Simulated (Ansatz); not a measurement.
## Electronic structure of Cu20H (slab) in real space

Input file:

```
crystal:
  lattice:
    - [5.1332392107, 0.0, 0.0]
    - [0.0, 5.1332392107, 0.0]
    - [0.0, 0.0, 26.2594965106]
  atoms:
    - { symbol: Cu, position: [0.25, 0.25, 0.3236924211] }
    - { symbol: Cu, position: [0.25, 0.75, 0.3236924211] }
    - { symbol: Cu, position: [0.75, 0.25, 0.3236924211] }
    - { symbol: Cu, position: [0.75, 0.75, 0.3236924211] }
    - { symbol: Cu, position: [0.5, 0.5, 0.3928054799] }
    - { symbol: Cu, position: [0.5, 0.0, 0.3928054799] }
    - { symbol: Cu, position: [0.0, 0.5, 0.3928054799] }
    - { symbol: Cu, position: [0.0, 0.0, 0.3928054799] }
    - { symbol: Cu, position: [0.75, 0.75, 0.4620742561] }
    - { symbol: Cu, position: [0.75, 0.25, 0.4620742561] }
    - { symbol: Cu, position: [0.25, 0.75, 0.4620742561] }
    - { symbol: Cu, position: [0.25, 0.25, 0.4620742561] }
    - { symbol: Cu, position: [0.0, 0.0, 0.5315054212] }
    - { symbol: Cu, position: [0.0, 0.5, 0.5315054212] }
    - { symbol: Cu, position: [0.5, 0.0, 0.5315054212] }
    - { symbol: Cu, position: [0.5, 0.5, 0.5315054212] }
    - { symbol: Cu, position: [0.25, 0.25, 0.5983277629] }
    - { symbol: Cu, position: [0.25, 0.75, 0.5983277629] }
    - { symbol: Cu, position: [0.75, 0.25, 0.5983277629] }
    - { symbol: Cu, position: [0.75, 0.75, 0.5983277629] }
    - { symbol: H, position: [0.25, 0.0, 0.6371708534] }
basis:
  ecutwfc: 420
kpoints:
  mp_grid: { grid: [6, 6, 1] }
hamiltonian:
  xc: pbe
scf:
  occupations: { method: gaussian, width: 0.1 }
output:
  forces: true
  eigenvalues: true
  write_density: true
  write_potential: true
  elf: true
  volumetric_format: npy
relax:
  adjacent_minimum: "off"
  f_tol: 0.03
  max_steps: 70
  constraints: [{ sites: [0, 1, 2, 3, 4, 5, 6, 7] }]
efield:
  axis: 3
  dipole_correction: true
```

Run with:

```sh
ansatz run input.yaml --threads 4 --pin off --max-ram 10240MiB --backend cpu --events-out ev --progress --plain --runs-dir out
```

The fields are those of the relaxed geometry.

Computed without spin polarisation.

Computed with DFT PBE, scalar-relativistic, plane waves, PAW (Ansatz 0.2.0).

In a PAW calculation such maps are meaningful between the atoms, not at the nuclei.

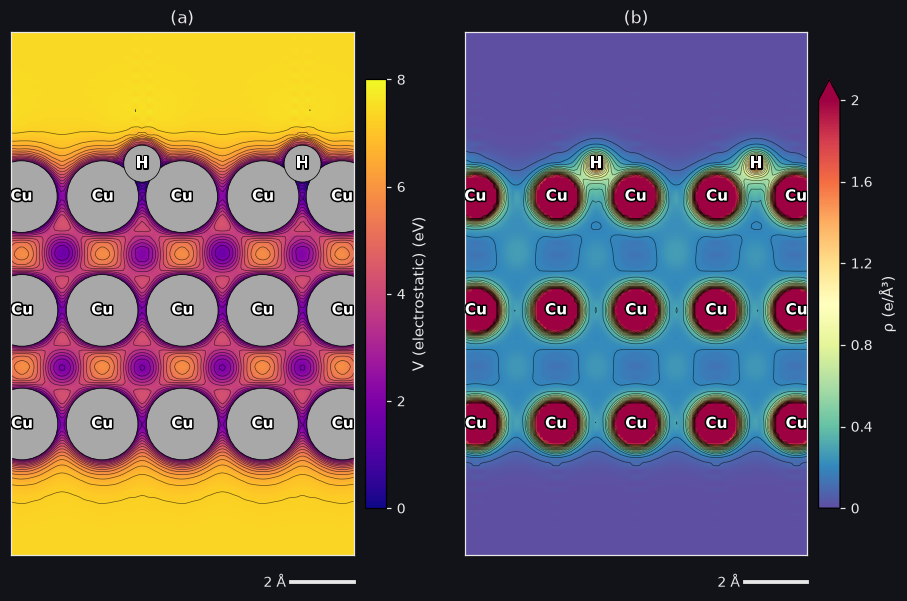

Figure 1. (a) electrostatic potential energy of an electron; (b) valence pseudo-density on the (100) plane of the calculation cell, a cut from vacuum to vacuum. Grey discs cover the atomic cores in the potential map.

Describe what can be read from this map.

Answer. The plane passes through Cu and H nuclei. Cu–H (1.65 Å): the density is about 0.96 e/Å³ at the midpoint. Cu–Cu (2.53 Å): the density is about 0.35 e/Å³ at the midpoint. The density dies away to nearly zero in the vacuum. Outside the cores the potential energy rises away from the atoms and is highest in the vacuum; its zero is arbitrary.

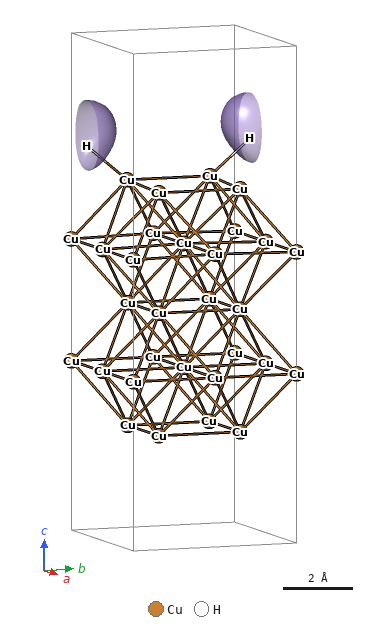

Figure 2. Isosurface of the electron localisation function at 0.55 (purple), seen slightly off an axis. Only the valence region is drawn (cores and ρ < 0.01 e/Å³ removed). Sticks mark near contacts.

Identify the bonds, lone pairs and shells in this picture.

Answer. At this value the surface marks out one region around a hydrogen nucleus, counted in one cell of 21 atoms. Counts are for one cell; the picture repeats the cell along the surface. Profiles from the grid: Cu–H (1.65 Å): the ELF climbs to about 1 towards the hydrogen. Cu–Cu (2.51 Å): the ELF is about 0.20 at the midpoint (no localised pair shows between them).

Metal or insulator at this level of theory?

Answer. It is metallic or semimetallic at this level of theory: no gap opens.
